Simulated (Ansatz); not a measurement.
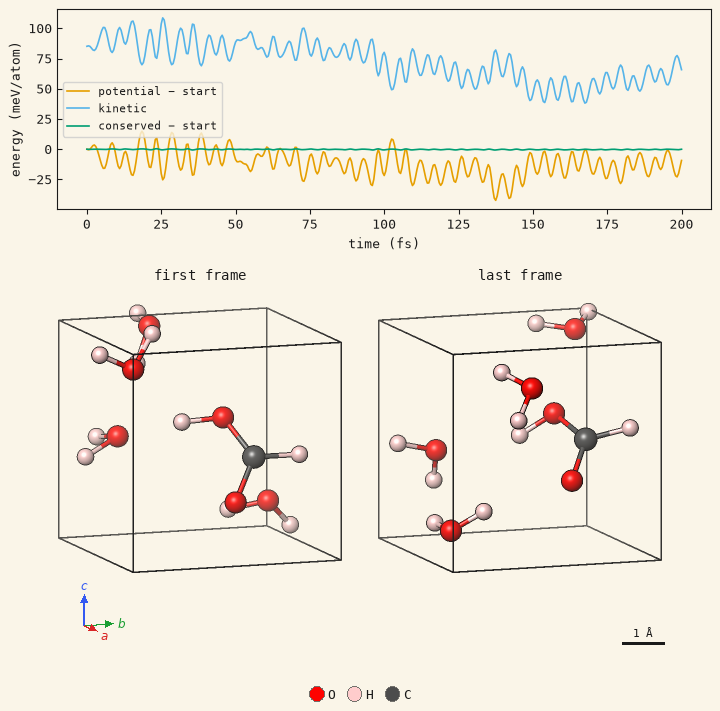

A Born-Oppenheimer molecular dynamics run of a periodic cell with 4 H2O + 1 HCOOH at 1.339 g/cm³, 200 fs long. It starts from the last geometry of an earlier run, with fresh velocities. Style: ball-and-stick. Shown: the simulation cell, from a free direction.

Method: DFT PBE-D3(BJ), scalar-relativistic, plane waves, PAW (Ansatz). Set-up: plane-wave cutoff 420 eV; k-point mesh 1 × 1 × 1; Fermi-Dirac smearing 0.02 eV; low-accuracy preset; Nosé-Hoover thermostat (NVT); set temperature 700 K; time step 0.5 fs; thermostat time 50.0 fs.

The input:
```yaml
accuracy: low
crystal:
  lattice:
    - [5.270442, 0.0, 0.0]
    - [0.0, 5.270442, 0.0]
    - [0.0, 0.0, 5.270442]
  atoms:
    - { symbol: O, position: [0.5854955, 0.14273791, -0.14559037] }
    - { symbol: H, position: [0.60720673, -0.02499866, -0.06659307] }
    - { symbol: H, position: [0.50905901, 0.26118941, -0.00029531] }
    - { symbol: O, position: [1.10036163, 0.39297845, 0.96383318] }
    - { symbol: H, position: [0.91257245, 0.40422545, 0.99238649] }
    - { symbol: H, position: [1.14352422, 0.31811389, 0.80277222] }
    - { symbol: O, position: [0.13663812, 0.2281996, 0.47211477] }
    - { symbol: H, position: [0.17712194, 0.05919947, 0.39416306] }
    - { symbol: H, position: [-0.0562663, 0.19520681, 0.44238911] }
    - { symbol: O, position: [0.28534157, 0.89797289, 0.16324483] }
    - { symbol: H, position: [0.1925394, 0.73953798, 0.11847863] }
    - { symbol: H, position: [0.2159522, 1.02993721, 0.03385562] }
    - { symbol: O, position: [0.48062941, 0.61234125, 0.59158401] }
    - { symbol: C, position: [0.64243391, 0.70289961, 0.43034085] }
    - { symbol: O, position: [0.72521553, 0.58578735, 0.24148605] }
    - { symbol: H, position: [0.44007551, 0.4288338, 0.57438889] }
    - { symbol: H, position: [0.65879843, 0.91594076, 0.43354586] }
basis:
  ecutwfc: 420.0
kpoints:
  mp_grid: { grid: [1, 1, 1] }
hamiltonian:
  xc: pbe
  dispersion: d3bj
scf:
  occupations: { method: fermi_dirac, width: 0.02 }
  lower_state_search: "off"
md:
  timestep: 0.5
  n_steps: 400
  ensemble: nvt_nose_hoover
  temperature: 700.0
  initial_velocities: maxwell_boltzmann
  seed: 223012
  nose_hoover: { tau: 50.0, chain_length: 3 }
```

Launched with:
```bash
ansatz run input.yaml --threads 1 --pin off --max-ram 3072MiB --backend cpu --events-out ev --progress --plain --runs-dir out
```

**Check the integration.**

The conserved quantity stays between −0.65 and 0.4 meV per atom of its start. A straight-line fit has a slope that amounts to −0.28 meV per atom over 200 fs (0.4 % of the mean kinetic energy), and the ripple about it is 1.3 % of the kinetic energy's fluctuation. With a drift under 2 % and a ripple under 7 %, the integration is accurate. The mean temperature in the second half is 491 K (standard deviation 86 K). The potential energy in the second half lies on average 15.7 meV per atom below the first frame.

Limits of the set-up: the program's low-accuracy preset was used; the periodic images lie only 5.3 Å apart, so the values are limited by the cell's size.

The run took 4.2 min on 1 thread of Arm Neoverse V1 (shared host), peak memory 0.31 GiB.
